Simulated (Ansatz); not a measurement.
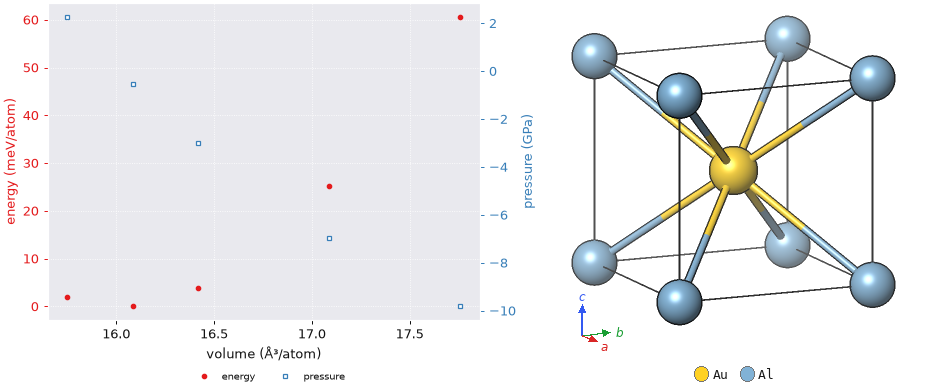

The plot gives the computed energy and pressure against volume for AlAu, space group Pm-3m (No. 221). The conventional cell is drawn beside the plot.

Cell as given: a = 3.224 Å, b = 3.224 Å, c = 3.224 Å, α = 90.00°, β = 90.00°, γ = 90.00°; 2 atoms.

Computed with Ansatz 0.2.0: all-electron LAPW DFT, no spin polarisation; energies at scaled volumes of the given cell, shape and fractions fixed, counted from the fit's minimum, third-order Birch-Murnaghan fit. Level: PBEsol.

k mesh 8×8×8; occupations Fermi–Dirac; smearing width 0.05 eV; potentials all electron LAPW, scalar relativistic; program settings basis error eV/atom 0.001.

The points at volume 16.75 Å³/atom and 17.42 Å³/atom are left out of the plot. What values does the calculation give there?

```csv
volume (Å³/atom),energy (meV/atom),pressure (GPa)
16.75,12.47,-5.15
17.42,41.40,-8.48
```

Limits of the calculation: spin-orbit coupling left out, heavy elements.
